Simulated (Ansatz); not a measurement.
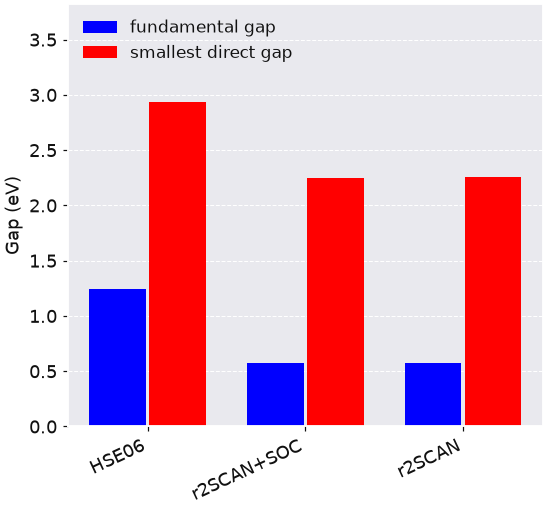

Gaps of GaN, space group Fm-3m, 2 atoms in the cell, rocksalt type, hydrostatic strain +3.0%, at several levels of theory on one cell (Ansatz, plane waves and PAW; edges over the mesh and the special points).

Q: How does the gap depend on the level, and does its kind change?

A: In rising order: r2SCAN 0.57 eV, r2SCAN+SOC 0.57 eV and HSE06 1.25 eV. It is indirect at every level.
